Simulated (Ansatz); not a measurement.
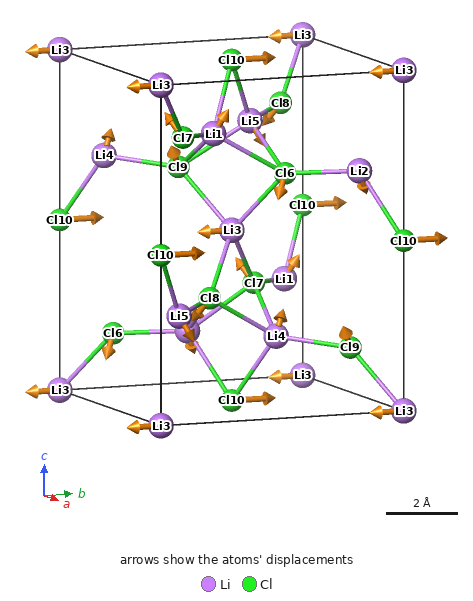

The lowest optical mode of solid LiCl (a generated structure), space group I-42m (No. 121), at the zone centre. The orange arrows are the displacements of the atoms (eigenvector over the root of the mass), of arbitrary overall length and sign. Style: ball-and-stick. Shown: the conventional cell (2 times the calculation's cell), slightly off an axis. Lengths and directions refer to the drawn axes.

The calculation used Ansatz 0.2.0, DFT PBE, scalar-relativistic, plane waves, PAW. (plane-wave cutoff 420 eV; k-point mesh 4 × 4 × 4; occupations fixed; no spin polarisation)

Frequencies are those without the non-analytic (LO–TO) term.

Q: Is the structure stable against all modes at this point?

A: Yes: this softest mode has a real frequency, and so have all others here. That speaks for this wave vector alone: the rest of the zone wasn't checked in this run. This is the E mode (doubly degenerate; one member of the set is drawn) at 1.20 THz, the lowest optical level, infrared- and Raman-active by symmetry. It mainly bends the Cl–Li bonds; the kinetic energy is shared as Cl 88 %, Li 12 %.
